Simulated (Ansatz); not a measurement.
# Ti₁₂B: geometry relaxation (part 1 of 3)

- system: Ti₁₂B (slab, 13 atoms in the cell)
- method: DFT LDA, scalar-relativistic, plane waves, PAW, PAW set soft_1, no spin polarisation (Ansatz 0.2.0)

The structure derives from an entry of the Crystallography Open Database. The input holds or restrains some coordinates. Forces given for the steps count only the free coordinates. Figures and captions count atoms from 1; the log counts them from 0 in places.

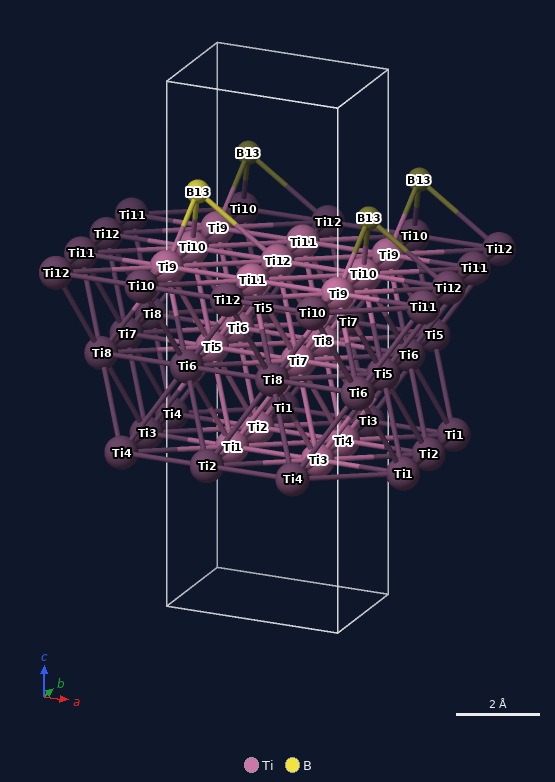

Fig. 1: The structure as given in the input (ball-and-stick view of the cell of the calculation, with the vacuum cut short, seen slightly off an axis; neighbours outside the cell are drawn fainter; atoms are numbered from 1 in the order of the input). An atom can appear more than once, as a periodic image. Near neighbours in the periodic cell (some may lie outside the picture): Ti has 9 Ti at 2.73 to 2.83 Å; Ti has 12 Ti at 2.73 to 2.83 Å; Ti has 1 B at 2.03 to 2.60 Å and 9 Ti at 2.73 to 2.83 Å; B has 3 Ti at 2.03 to 2.60 Å.

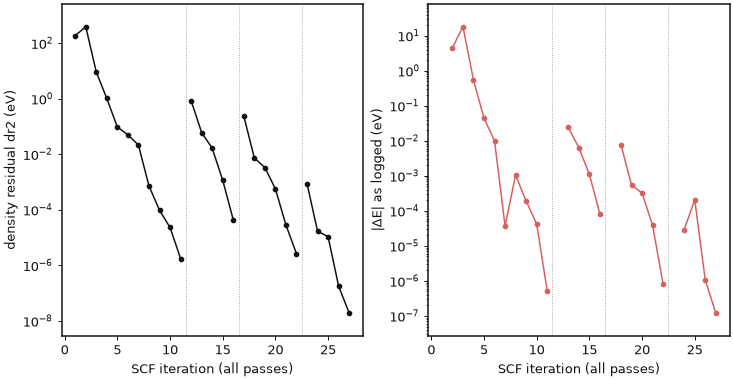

Fig. 2: Convergence of the self-consistent field: density residual dr2 and size of the energy change against the SCF iteration. The dotted lines part the SCF passes of the relaxation: geometry steps, rejected trials and re-solves on a re-selected basis. The passes take 11, 5, 6 and 5 iterations.

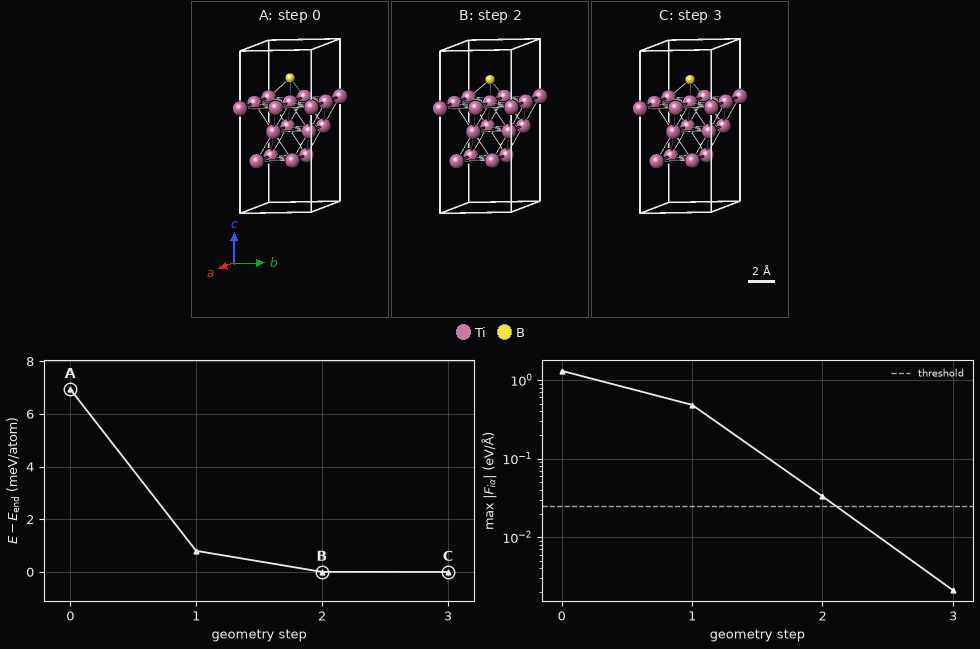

Fig. 3: Frames of the restrained relaxation (ball-and-stick view of the cell of the calculation, with the vacuum cut short, seen slightly off an axis) above the curves, on which the letters mark them (the first geometry is step 0 here and step 1 in the log).

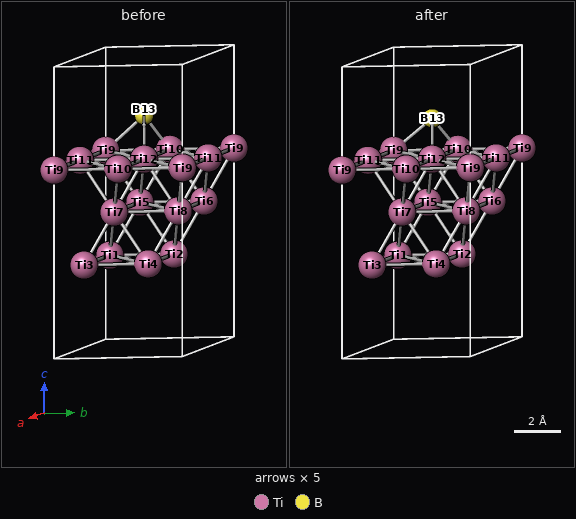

Fig. 4: Before (left) and after (right) the restrained relaxation, at one scale (ball-and-stick view of the cell of the calculation, with the vacuum cut short, seen slightly off an axis). The white arrows give the displacements, magnified 5 times. After 3 geometry steps the energy has fallen by 6.9 meV per atom. The largest force component goes from 1.3 to 0.0021 eV/Å. The largest move is that of B13, 0.13 Å. Ti stays in place. The cell doesn't change. Distances before and after: Ti10–B13 2.029 → 1.927 Å, Ti9–B13 2.335 → 2.247 Å, Ti12–B13 2.605 → 2.526 Å. Among the angles that change: Ti9–B13–Ti10 80.5° → 85.0°, Ti10–B13–Ti12 74.1° → 77.6°, Ti9–B13–Ti12 69.6° → 72.4°. (Atoms are counted from 1 in the order of the input.)

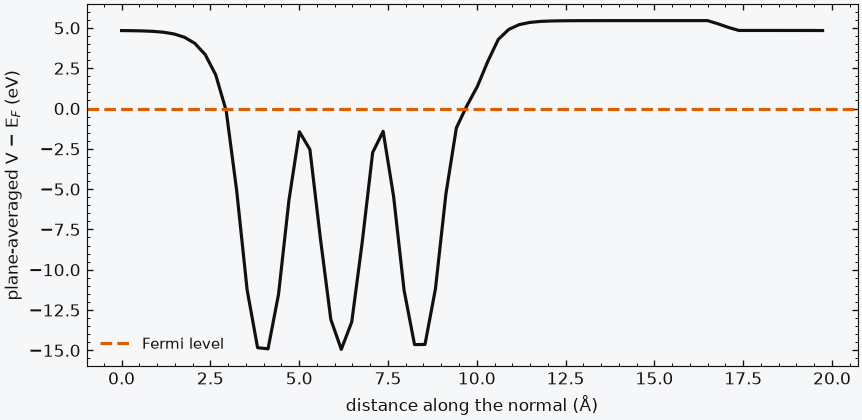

Fig. 5: Plane average of the electrostatic potential energy of an electron across the cell, from the Fermi level. The vacuum level lies 5.45 eV above the Fermi level on the upper side and 4.84 eV on the lower.

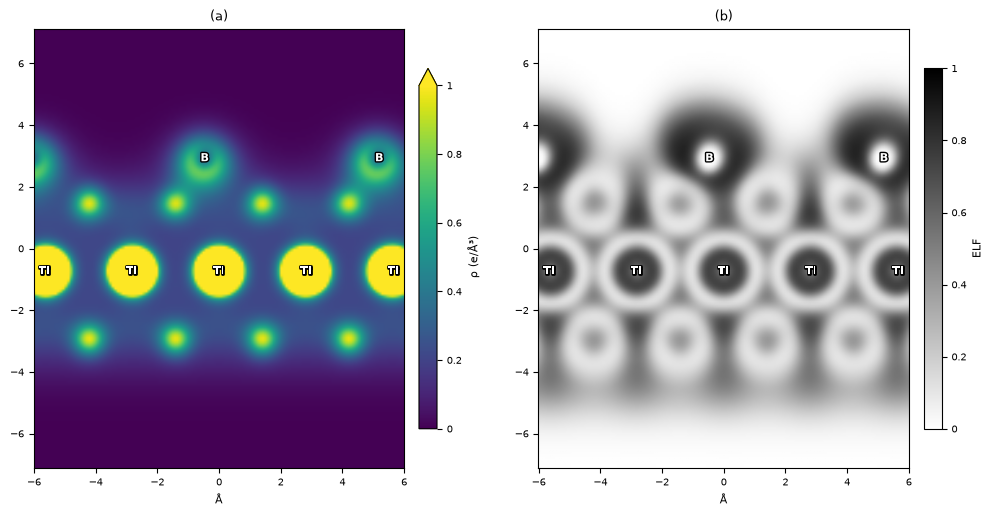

Fig. 6: (a) valence charge density (pseudo); (b) ELF on the (010) plane of the calculation cell, a cut from vacuum to vacuum. Atoms in the plane: Ti and B. Ti–Ti (2.83 Å): ρ is about 0.22 e/Å³ halfway; the ELF is about 0.25 at the midpoint (no shared electron pair). The density dies away to nearly zero in the vacuum. The strong features right at Ti lie inside the PAW spheres (semicore, d or f shells) and say nothing about bonding. Core electrons are frozen (PAW), so the fields are smoothed inside the atomic spheres.

The input and output of the run follow.

The input
```yaml
crystal:
  lattice:
    - [5.658401378, 0.0, 0.0]
    - [-2.829200689, 4.9003193382, 0.0]
    - [0.0, 0.0, 19.882649367]
  atoms:
    - { symbol: Ti, position: [0.3333333333, 0.1666666667, 0.2011804326] }
    - { symbol: Ti, position: [0.3333333333, 0.6666666667, 0.2011804326] }
    - { symbol: Ti, position: [0.8333333333, 0.1666666667, 0.2011804326] }
    - { symbol: Ti, position: [0.8333333333, 0.6666666667, 0.2011804326] }
    - { symbol: Ti, position: [0.1666666667, 0.3333333333, 0.3113966117] }
    - { symbol: Ti, position: [0.1666666667, 0.8333333333, 0.3113966117] }
    - { symbol: Ti, position: [0.6666666667, 0.3333333333, 0.3113966117] }
    - { symbol: Ti, position: [0.6666666667, 0.8333333333, 0.3113966117] }
    - { symbol: Ti, position: [0.0, 0.0, 0.4216062564] }
    - { symbol: Ti, position: [0.0, 0.5, 0.4216062564] }
    - { symbol: Ti, position: [0.5, 0.0, 0.4216062564] }
    - { symbol: Ti, position: [0.5, 0.5, 0.4216062564] }
    - { symbol: B, position: [0.0833333333, 0.3333333333, 0.5020784294] }
basis:
  ecutwfc: 420
kpoints:
  mp_grid: { grid: [6, 6, 1] }
hamiltonian:
  xc: lda
  pseudopotentials: { kind: paw, azcp: { folder: soft_1 } }
scf:
  occupations: { method: gaussian, width: 0.1 }
output:
  forces: true
  eigenvalues: true
  write_density: true
  write_potential: true
  elf: true
  volumetric_format: npy
relax:
  adjacent_minimum: "off"
  f_tol: 0.025
  max_steps: 16
  constraints:
    - { sites: [0, 1, 2, 3, 4, 5, 6, 7, 8, 9, 10, 11] }
    - { sites: [12], fix: xy }
efield:
  axis: 3
  dipole_correction: true
  ramp_width: 0.04
```

Launch command:
```bash
ansatz run input.yaml --threads 2 --pin off --max-ram 6144MiB --backend cpu --events-out ev --progress --plain --runs-dir out
```

What the program printed
```
Warning: [file] the record states the generating functional pbe (its physics header spells it `PBE`), which answers neither for hamiltonian.xc's functional nor for the lda family's — results may be inconsistent (PPs are generated against a specific XC)
Warning: [file] the record states the generating functional pbe (its physics header spells it `PBE`), which answers neither for hamiltonian.xc's functional nor for the lda family's — results may be inconsistent (PPs are generated against a specific XC)
Engine: ansatz 0.2.0, x86_64-unknown-linux-gnu
Pseudopotentials: kind: paw
Pseudopotential: Ti, paw, valence charge 12, recommended cutoff 420 eV (normal), [file]
Pseudopotential: B, paw, valence charge 3, recommended cutoff 420 eV (normal), [file]
Functional definition: SPW92
  exchange = slater_x
  correlation = pw_c
Crystal: 13 atoms, lattice volume = 551.306 Å³
Basis set: ecut = 420 eV, 10783 PW (Γ)
Bands: 89, of which v1, the nominal top of the filled ones, is band 74 counted from 1 (73 counted from 0)
Symmetry: 1 space group operations
Space group: P1 (ITA 1), of the structure as read, at distance tolerance 8.2e-5 Å
k-points: 20 of 36 (time reversal used)
Non-local potential: Ti, projectors of the file, l = 0: 3, l = 1: 2, l = 2: 3, l = 3: 1
Non-local potential: B, projectors of the file, l = 0: 2, l = 1: 2, l = 2: 1
PAW form: soft (Blöchl's): semilocal exchange-correlation on the pseudo side does not see the compensation charge
PAW frozen core: Ti, regenerated for the run's functional, and the local potential with it (the file was generated under x = pbe(κ = 0.804, μ = 0.2195149727645171), c = pbe(β = 0.06672455060314922))
PAW frozen core: B, regenerated for the run's functional, and the local potential with it (the file was generated under x = pbe(κ = 0.804, μ = 0.2195149727645171), c = pbe(β = 0.06672455060314922))
PAW one-centre angular grid: Ti, 590 points (default); XC on 64 Gauss nodes
PAW one-centre angular grid: B, 110 points (default); XC on 64 Gauss nodes
Initial density: superposition of atomic densities (neutral atoms: chi_scale 0, normalization atom)
Initial wavefunctions: pseudopotential atomic-orbital guess
Functional: x = slater, c = lda
SCF iter   1: F=—  HF=-29557.862165 eV  |F-HF|=—  |Δ(HF+E_count)|=         —  Δρ=6.28e-2  dr2=1.85e2  ethr=3.10e-3  p=-0.000 e·Å  D=-7.36e-8 V/Å  ΔV_dip=0.00 eV  dr2_dipole=4.34e0  V_vac-E_F(+/−)=8.82/8.82 eV  ⟨swp⟩=10.3  Hψ=9461  notcnv=0
efield: sawtooth ramp at fractional position 0.8316 (placed from the atoms, in the widest stretch of the axis that holds none; the zero of the levels goes with the place), width 0.0400; the density the first Hamiltonian is built on has a dipole p = -0.000 e·Å; the dipole correction subtracts the counter field D = -7.36e-8 V/Å, which shifts the + side's vacuum level by +0.00 eV against the − side's; the planar-averaged density in the ramp window peaks in size at 3.6e-7 e/Å³
preconditioner: auto → LDOS  [metal: Δε(μ)=0.005 eV  Ē_g=2.938 eV  σ=0.100 eV  W_gap=0.03  n_scr=78 (ndim 8)  ℏωp=11.3 eV  f_vac=0.531  D(μ)=15.14/eV (n_scr^D=86)  β→1.0]
SCF iter   2: F=—  HF=-29562.356177 eV  |F-HF|=—  |Δ(HF+E_count)|=    4.49e0  Δρ=7.10e-2  dr2=3.92e2  ethr=3.10e-3  p=-0.832 e·Å  D=-2.73e-1 V/Å  ΔV_dip=5.43 eV  dr2_dipole=1.11e2  V_vac-E_F(+/−)=5.05/-0.38 eV  ⟨swp⟩=13.9  Hψ=10222  notcnv=0  defer=77  recentre
SCF iter   3: F=—  HF=-29544.284120 eV  |F-HF|=—  |Δ(HF+E_count)|=    1.81e1  Δρ=1.31e-2  dr2=9.14e0  ethr=3.10e-3  p=-0.219 e·Å  D=-7.20e-2 V/Å  ΔV_dip=1.43 eV  dr2_dipole=1.02e0  V_vac-E_F(+/−)=6.95/5.55 eV  ⟨swp⟩=12.1  Hψ=8995  notcnv=0  defer=67
SCF iter   4: F=—  HF=-29543.735840 eV  |F-HF|=—  |Δ(HF+E_count)|=   5.48e-1  Δρ=5.26e-3  dr2=1.02e0  ethr=3.10e-3  p=-0.182 e·Å  D=-5.97e-2 V/Å  ΔV_dip=1.19 eV  dr2_dipole=4.36e-1  V_vac-E_F(+/−)=6.05/4.87 eV  ⟨swp⟩=4.1  Hψ=3060  notcnv=0  defer=57
SCF iter   5: F=—  HF=-29543.691218 eV  |F-HF|=—  |Δ(HF+E_count)|=   4.46e-2  Δρ=2.56e-3  dr2=9.57e-2  ethr=6.96e-4  p=-0.153 e·Å  D=-5.04e-2 V/Å  ΔV_dip=1.00 eV  dr2_dipole=8.78e-3  V_vac-E_F(+/−)=5.71/4.71 eV  ⟨swp⟩=3.4  Hψ=2729  notcnv=0  defer=59
SCF iter   6: F=—  HF=-29543.681220 eV  |F-HF|=—  |Δ(HF+E_count)|=   1.00e-2  Δρ=1.20e-3  dr2=4.99e-2  ethr=6.51e-5  p=-0.121 e·Å  D=-3.96e-2 V/Å  ΔV_dip=0.79 eV  dr2_dipole=1.57e-2  V_vac-E_F(+/−)=5.58/4.79 eV  ⟨swp⟩=4.0  Hψ=3483  notcnv=0  defer=56
SCF iter   7: F=—  HF=-29543.681183 eV  |F-HF|=—  |Δ(HF+E_count)|=   3.72e-5  Δρ=7.62e-4  dr2=2.14e-2  ethr=3.39e-5  p=-0.103 e·Å  D=-3.38e-2 V/Å  ΔV_dip=0.67 eV  dr2_dipole=8.28e-3  V_vac-E_F(+/−)=5.53/4.86 eV  ⟨swp⟩=2.0  Hψ=1973  notcnv=0  defer=53
SCF iter   8: F=—  HF=-29543.680134 eV  |F-HF|=—  |Δ(HF+E_count)|=   1.05e-3  Δρ=2.80e-4  dr2=7.22e-4  ethr=1.46e-5  p=-0.093 e·Å  D=-3.05e-2 V/Å  ΔV_dip=0.61 eV  dr2_dipole=2.02e-5  V_vac-E_F(+/−)=5.49/4.88 eV  ⟨swp⟩=1.9  Hψ=2105  notcnv=0  defer=53
SCF iter   9: F=—  HF=-29543.680325 eV  |F-HF|=—  |Δ(HF+E_count)|=   1.91e-4  Δρ=1.03e-4  dr2=9.64e-5  ethr=4.91e-7  p=-0.093 e·Å  D=-3.05e-2 V/Å  ΔV_dip=0.61 eV  dr2_dipole=8.76e-7  V_vac-E_F(+/−)=5.47/4.86 eV  ⟨swp⟩=3.0  Hψ=2817  notcnv=0  defer=53
SCF iter  10: F=—  HF=-29543.680367 eV  |F-HF|=—  |Δ(HF+E_count)|=   4.21e-5  Δρ=4.11e-5  dr2=2.31e-5  ethr=6.56e-8  p=-0.094 e·Å  D=-3.10e-2 V/Å  ΔV_dip=0.62 eV  dr2_dipole=5.68e-6  V_vac-E_F(+/−)=5.46/4.84 eV  ⟨swp⟩=2.9  Hψ=2524  notcnv=0  defer=53
SCF iter  11: F=-29543.680367 eV  HF=-29543.680368 eV  |F-HF|=5.35e-7  |Δ(HF+E_count)|=   5.25e-7  Δρ=1.32e-5  dr2=1.76e-6  ethr=1.06e-8  p=-0.094 e·Å  D=-3.10e-2 V/Å  ΔV_dip=0.62 eV  dr2_dipole=7.33e-10  V_vac-E_F(+/−)=5.46/4.84 eV  ⟨swp⟩=34.2  Hψ=23940  notcnv=0
SCF 1 converged in 11 iterations: F = -29543.680367 eV  dr2 = 1.76e-6
  greatest PAW one-centre occupation: 0.998 electrons in one spin orbital (limit 2), on the Ti atom at site 3 (counted from 0), in its partial waves of l = 0
relax step   1: F+E_penalty+E_count = -29543.68036748 eV  Δ(F+E_penalty+E_count) = +0.000e0 eV  max|allowed force component| = 1.308e0 eV/Å  Δτ_max = 0.0000 Å  (11 SCF iters, dr2 threshold 1.56e-5 eV, accepted)
Initial density: handed on by an earlier stage of this run
Initial wavefunctions: those handed on with the density
iter 1 solved again at ethr=5.45e-4 eV; its pass at ethr=3.10e-3 eV (dr2=8.01e-1 eV) is discarded
SCF iter   1: F=—  HF=-29543.791796 eV  |F-HF|=—  |Δ(HF+E_count)|=         —  Δρ=4.73e-3  dr2=8.50e-1  ethr=5.45e-4  p=-0.094 e·Å  D=-3.10e-2 V/Å  ΔV_dip=0.62 eV  dr2_dipole=2.70e-1  V_vac-E_F(+/−)=5.48/4.86 eV  ⟨swp⟩=1.0  Hψ=4470  notcnv=0  defer=54
efield: sawtooth ramp at fractional position 0.8316 (handed on by an earlier solve), width 0.0400; the density the first Hamiltonian is built on has a dipole p = -0.094 e·Å; the dipole correction subtracts the counter field D = -3.10e-2 V/Å, which shifts the + side's vacuum level by +0.62 eV against the − side's; the planar-averaged density in the ramp window peaks in size at 4.0e-6 e/Å³
preconditioner: auto → LDOS  [metal: Δε(μ)=0.005 eV  Ē_g=2.373 eV  σ=0.100 eV  W_gap=0.03  n_scr=78 (ndim 8)  ℏωp=11.3 eV  f_vac=0.548  D(μ)=22.30/eV (n_scr^D=190)  β→1.0]
SCF iter   2: F=—  HF=-29543.767805 eV  |F-HF|=—  |Δ(HF+E_count)|=   2.40e-2  Δρ=2.44e-3  dr2=6.02e-2  ethr=5.45e-4  p=-0.096 e·Å  D=-3.15e-2 V/Å  ΔV_dip=0.63 eV  dr2_dipole=4.42e-3  V_vac-E_F(+/−)=5.47/4.84 eV  ⟨swp⟩=2.0  Hψ=2359  notcnv=0  defer=54
SCF iter   3: F=—  HF=-29543.761425 eV  |F-HF|=—  |Δ(HF+E_count)|=   6.38e-3  Δρ=8.03e-4  dr2=1.65e-2  ethr=4.10e-5  p=-0.096 e·Å  D=-3.17e-2 V/Å  ΔV_dip=0.63 eV  dr2_dipole=3.71e-3  V_vac-E_F(+/−)=5.47/4.84 eV  ⟨swp⟩=2.9  Hψ=2665  notcnv=0  defer=50
SCF iter   4: F=—  HF=-29543.760312 eV  |F-HF|=—  |Δ(HF+E_count)|=   1.11e-3  Δρ=2.17e-4  dr2=1.16e-3  ethr=1.12e-5  p=-0.095 e·Å  D=-3.13e-2 V/Å  ΔV_dip=0.62 eV  dr2_dipole=2.63e-4  V_vac-E_F(+/−)=5.46/4.84 eV  ⟨swp⟩=2.0  Hψ=2277  notcnv=0  defer=49
SCF iter   5: F=-29543.760207 eV  HF=-29543.760231 eV  |F-HF|=2.32e-5  |Δ(HF+E_count)|=   8.14e-5  Δρ=5.88e-5  dr2=4.35e-5  ethr=6.80e-8  p=-0.095 e·Å  D=-3.12e-2 V/Å  ΔV_dip=0.62 eV  dr2_dipole=1.11e-6  V_vac-E_F(+/−)=5.46/4.84 eV  ⟨swp⟩=22.3  Hψ=20869  notcnv=0
SCF 2 converged in 5 iterations: F = -29543.760207 eV  dr2 = 4.35e-5
relax step   2: F+E_penalty+E_count = -29543.76020748 eV  Δ(F+E_penalty+E_count) = -7.984e-2 eV  max|allowed force component| = 4.826e-1 eV/Å  Δτ_max = 0.0879 Å  (5 SCF iters, dr2 threshold 1.00e-4 eV, accepted)
```
